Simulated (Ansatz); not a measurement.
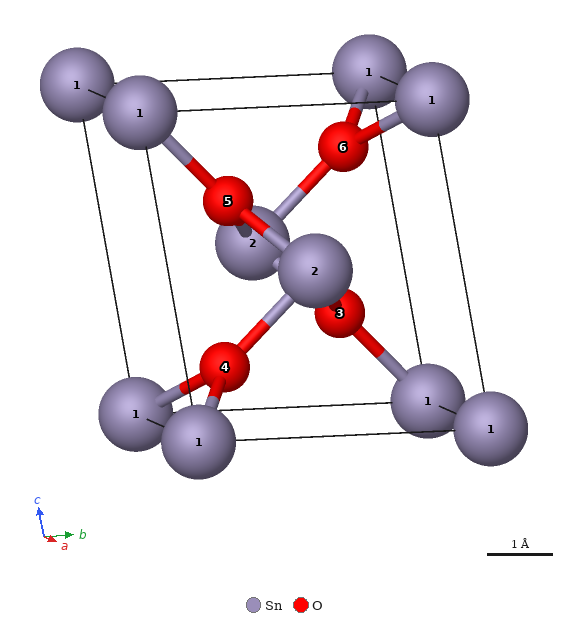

The structure (ball-and-stick view of the cell of the calculation, set on other vectors, seen slightly off an axis; atoms are numbered from 1 in the order of the input). An atom can appear more than once, as a periodic image. Near neighbours in the periodic cell (some may lie outside the picture): Sn has 6 O at 2.03 to 2.10 Å; O has 3 Sn at 2.03 to 2.10 Å.

Run report: SnO$_{2}$, single-point calculation

System: SnO$_{2}$ (6 atoms in the cell).
Method: DFT r2SCAN, scalar-relativistic, plane waves, PAW, no spin polarisation (Ansatz 0.2.0).

The structure derives from an entry of the Crystallography Open Database. It belongs to a series of runs on one base structure; here: strain +0.0450 x Voigt [0, 0, 0, 0, 1, 0], atoms carried along. Figures and captions count atoms from 1; the log counts them from 0 in places.

The input:
```yaml
crystal:
  lattice:
    - [4.7602164773, 0.0, 0.1071048707]
    - [0.0, 4.7602164773, 0.0]
    - [0.0720127147, 0.0, 3.2005650988]
  atoms:
    - { symbol: Sn, position: [0.0, 0.0, 0.0] }
    - { symbol: Sn, position: [0.5, 0.5, 0.5] }
    - { symbol: O, position: [0.3058934984, 0.3058934984, 0.0] }
    - { symbol: O, position: [0.1941065016, 0.8058934984, 0.5] }
    - { symbol: O, position: [0.6941065016, 0.6941065016, 0.0] }
    - { symbol: O, position: [0.8058934984, 0.1941065016, 0.5] }
basis:
  ecutwfc: 500
kpoints:
  mp_grid: { grid: [6, 6, 8] }
hamiltonian:
  xc: r2scan
scf:
  occupations: { method: gaussian, width: 0.05 }
output:
  forces: true
  stress: true
  eigenvalues: true
  write_density: true
  write_potential: true
  elf: true
  volumetric_format: npy
```

Hardware: 1 thread of Arm Neoverse V1, 24 GiB of memory available, shared host.

Launch command:
```bash
ansatz run input.yaml --threads 1 --pin off --max-ram 2560MiB --backend cpu --events-out ev --progress --plain --runs-dir out
```

The program's output:
```
Engine: ansatz 0.2.0, aarch64-unknown-linux-gnu
Pseudopotentials: kind: paw
Pseudopotential: Sn, paw, valence charge 14, recommended cutoff 500 eV (meta_gga), Sn.paw.azcp
Pseudopotential: O, paw, valence charge 6, recommended cutoff 500 eV (meta_gga), O.paw.azcp
Functional definition: r2SCAN
  parameter k0 = 0.174
  parameter k1 = 0.065
  parameter a1 = 4.9479
  exchange = r2scan_x(k0 = k0, k1 = k1, a1 = a1)
  correlation = r2scan_c
Crystal: 6 atoms, lattice volume = 72.487 Å³
Basis set: ecut = 500 eV, 1855 PW (Γ), exchange–correlation on 144×144×96 points (64 copies of the dense FFT grid, shifted against one another)
Bands: 32, of which v1, the nominal top of the filled ones, is band 26 counted from 1 (25 counted from 0)
Symmetry: 4 space group operations
Space group: P21/c (ITA 14), of the structure as read, at distance tolerance 4.2e-5 Å
k-points: 104 of 288
Non-local potential: Sn, projectors of the file, l = 0: 2, l = 1: 2, l = 2: 2, l = 3: 2
Non-local potential: O, projectors of the file, l = 0: 2, l = 1: 2, l = 2: 1
PAW form: soft (Blöchl's): semilocal exchange-correlation on the pseudo side does not see the compensation charge
PAW frozen core: Sn, regenerated for the run's functional (the file was generated under x = pbe(κ = 0.804, μ = 0.2195149727645171), c = pbe(β = 0.06672455060314922))
PAW frozen core: O, regenerated for the run's functional (the file was generated under x = pbe(κ = 0.804, μ = 0.2195149727645171), c = pbe(β = 0.06672455060314922))
PAW one-centre angular grid: Sn, 590 points (default); XC on 249 of its mesh's 2787 points in the sphere
PAW one-centre angular grid: O, 302 points (default); XC on 160 Gauss nodes
Initial density: superposition of atomic densities (neutral atoms: chi_scale 0, normalization atom), corrected by the library's trained network
Initial wavefunctions: pseudopotential atomic-orbital guess
Functional: x = r2scan, c = r2scan; τ floored in thin density (d = 2e-4 eV/Å³)
SCF iter   1: F=—  HF=-14352.270499 eV  |F-HF|=—  |Δ(HF+E_count)|=         —  Δρ=1.03e-2  dr2=5.60e-2  dr2_τ=2.70e-1  ethr=1.77e-3  ⟨swp⟩=6.0  Hψ=14579  notcnv=0  defer=16
preconditioner: auto → Resta (q_TF=auto, 2.581 Å⁻¹)  ε∞=3.3  [insulator: Δε(μ)=1.817 eV  Ē_g=20.805 eV  σ=0.050 eV  W_gap=1.00  n_scr=18 (ndim 8)  ℏωp=31.5 eV  f_vac=0.029  D(μ)=0.00/eV (n_scr^D=0)  ε∞_Penn≈3.3]
SCF iter   2: F=—  HF=-14352.374992 eV  |F-HF|=—  |Δ(HF+E_count)|=   1.04e-1  Δρ=6.11e-3  dr2=1.49e-2  dr2_τ=9.96e-4  ethr=1.08e-4  ⟨swp⟩=2.0  Hψ=6262  notcnv=0  defer=186
SCF iter   3: F=—  HF=-14352.374029 eV  |F-HF|=—  |Δ(HF+E_count)|=   9.63e-4  Δρ=8.14e-4  dr2=4.50e-4  dr2_τ=9.82e-5  ethr=2.87e-5  ⟨swp⟩=1.0  Hψ=3142  notcnv=0  defer=186
SCF iter   4: F=—  HF=-14352.374118 eV  |F-HF|=—  |Δ(HF+E_count)|=   8.97e-5  Δρ=2.80e-4  dr2=4.06e-5  dr2_τ=4.22e-6  ethr=8.66e-7  ⟨swp⟩=2.1  Hψ=4745  notcnv=0  defer=186
SCF iter   5: F=—  HF=-14352.374125 eV  |F-HF|=—  |Δ(HF+E_count)|=   6.31e-6  Δρ=1.21e-4  dr2=1.22e-5  dr2_τ=7.25e-7  ethr=7.81e-8  ⟨swp⟩=2.0  Hψ=4811  notcnv=0  defer=186
SCF iter   6: F=—  HF=-14352.374122 eV  |F-HF|=—  |Δ(HF+E_count)|=   2.76e-6  Δρ=5.63e-5  dr2=2.42e-6  dr2_τ=7.35e-8  ethr=2.35e-8  ⟨swp⟩=2.2  Hψ=5647  notcnv=0  defer=186
SCF iter   7: F=-14352.374121 eV  HF=-14352.374121 eV  |F-HF|=1.42e-8  |Δ(HF+E_count)|=   6.07e-7  Δρ=7.14e-6  dr2=3.36e-8  dr2_τ=1.91e-9  ethr=1.92e-10  ⟨swp⟩=13.1  Hψ=26693  notcnv=0
SCF 1 converged in 7 iterations: F = -14352.374121 eV  dr2 = 3.36e-8
  greatest PAW one-centre occupation: 0.996 electrons in one spin orbital (limit 2), on the Sn atom at site 1 (counted from 0), in its partial waves of l = 2
SCF converged after 7 iterations
Free energy (F): -14352.374121 eV
Harris-Foulkes:  -14352.374121 eV  (|F-HF|=1.42e-8)
Internal energy: -14352.374121 eV  (E = F + TS)
E sigma→0 (E₀):  -14352.374121 eV
Fermi energy:    9.785258 eV
--- Per-component energies (eV) ---
  E_band       = -164.535926
  E_kinetic    = 1085.922717
  E_local      = -2885.590806  (includes V_loc(G=0)·N_el)
  E_nonlocal   = 131.564387
  E_hartree    = 1502.216584
  E_xc         = -1035.884926
  E_vxc        = -622.774411  (∫ρ·V_xc dr)
  E_paw        = -8986.249563  (= ΣΔE_a)
  E_vpaw       = -917.398609  (= ΣTr[D̂ρ^β])
  E_aug_tail   = 0.003958  (compensation charges beyond the density's cutoff)
  E_vtau       = 39.300269  (kinetic-family band-sum trace: ∫τ·v_τ [+ j·A + Jᵃ·Aᵃ] dr)
  E_ewald      = -4165.699348
  E_core_change = 1.342876  (= ΣΔE_core)
  E_smearing   = -0.000000  (= −TS)
  E_closure    = -0.000000  (closes the sum)
  Σ components = -14352.374121   (vs F -14352.374121, Δ=0.00e0)
--- Forces (eV/Å), atoms counted from 1 ---
  atom   1  Sn     0.00000000    -0.00000000     0.00000000
  atom   2  Sn     0.00000000     0.00000000     0.00000000
  atom   3  O     -0.02054013    -0.01555597     0.22980662
  atom   4  O      0.02054013    -0.01555597    -0.22980662
  atom   5  O      0.02054013     0.01555597    -0.22980662
  atom   6  O     -0.02054013     0.01555597     0.22980662
  max |Σ_I F_I| component: 1.73e-18 eV/Å
--- Stress (GPa, compression-positive) ---
        0.410065      -0.000000      -5.285396
       -0.000000       0.309159       0.000000
       -5.285394       0.000000       0.512751
  P = ⅓ Tr σ = 0.4107 GPa (4.107 kbar)
--- Band table (eV; the first three rows and the last of 104) ---
  k-point 0: bands = ["-12.8779", "-11.9998", "-11.7055", "-11.6939", "-11.6782", "-11.6046", "-11.5517", "-11.4749", "-11.4337", "-11.4306", "-10.7768", "-9.1439", "-9.1361", "-7.1668", "0.8447", "4.7896", "4.8705", "5.0780", "5.7630", "6.9262", "7.0102", "7.6698", "7.6910", "8.1162", "8.1361", "8.9012", "10.6693", "15.7205", "15.8730", "15.9394", "20.0305", "20.4187"]
  k-point 1: bands = ["-12.8029", "-11.9339", "-11.8569", "-11.8336", "-11.6669", "-11.6364", "-11.5468", "-11.4796", "-11.4530", "-11.4447", "-10.7167", "-8.8662", "-8.8633", "-7.2928", "0.8487", "4.8123", "5.0129", "5.0726", "5.8676", "5.9576", "6.8993", "7.1250", "7.1264", "8.1485", "8.1631", "8.7677", "11.6025", "16.0412", "16.5268", "16.5995", "19.1926", "21.2072"]
  k-point 2: bands = ["-12.6072", "-12.2232", "-12.1997", "-11.7482", "-11.6240", "-11.5959", "-11.5335", "-11.5010", "-11.4867", "-11.4615", "-10.4614", "-8.2951", "-8.2853", "-7.6748", "0.9106", "4.3796", "4.6954", "5.3577", "5.3638", "6.1049", "6.1141", "6.1759", "6.4465", "8.0438", "8.0580", "8.3941", "13.2425", "16.5185", "17.9210", "18.0719", "18.6443", "21.2345"]
  k-point 103: bands = ["-12.6126", "-12.6126", "-12.0844", "-12.0844", "-11.5458", "-11.5458", "-11.4809", "-11.4809", "-11.4439", "-11.4439", "-8.9745", "-8.9745", "-7.6158", "-7.6158", "1.0415", "1.0415", "3.9281", "3.9281", "6.3629", "6.3629", "6.5669", "6.5669", "7.8878", "7.8878", "8.1011", "8.1011", "14.4036", "14.4036", "18.5237", "18.5237", "20.6604", "20.6604"]
```

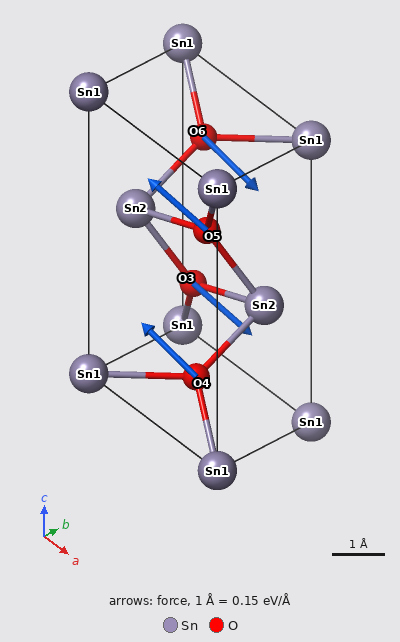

Forces on the atoms as blue arrows (ball-and-stick view of the cell of the calculation, set on other vectors, seen slightly off an axis; atoms are numbered from 1 in the order of the input). The largest act on all 4 O atoms (0.23 eV/Å). The geometry is not a stationary point of this energy.

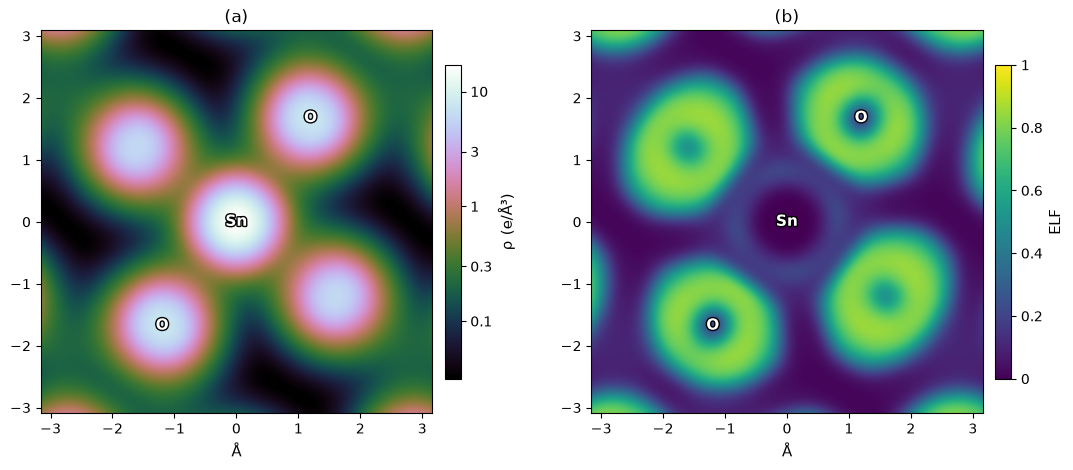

(a) valence pseudo-density; (b) ELF on the (110) plane of the conventional cell. Sn–O (2.06 Å): the density is about 0.65 e/Å³ at the midpoint; the ELF is about 0.25 at the midpoint. Away from the nuclei the density in this plane falls to 0.03 e/Å³ at its lowest. The fields are those of the smooth PAW valence density.

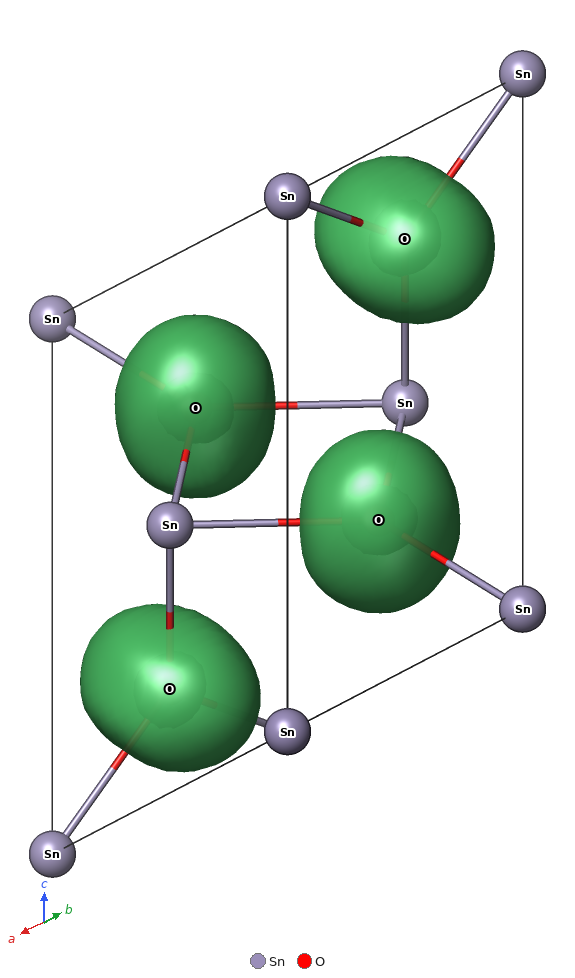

Isosurface of the ELF at 0.7 (green), seen along [110]. Core shells and regions of very low density are left out. Sticks mark near contacts. The outline is the cell set on symmetry axes. Along the contacts the grid gives the following. Sn–O (2.03 Å): the ELF is about 0.25 at the midpoint. Sn–O (2.10 Å): the ELF is about 0.25 at the midpoint.

Key numbers:

```tsv
quantity	value
outcome	converged
space group (tolerance 0.01 Å)	P2₁/c (14)
electrons treated	52
free energy	−14352.3741 eV
Fermi energy	9.785 eV
gap on the k-point mesh	1.77 eV
pressure	0.41 GPa
largest force (length of the vector)	0.231 eV/Å
wall time	43 s
peak memory	0.6 GiB
```
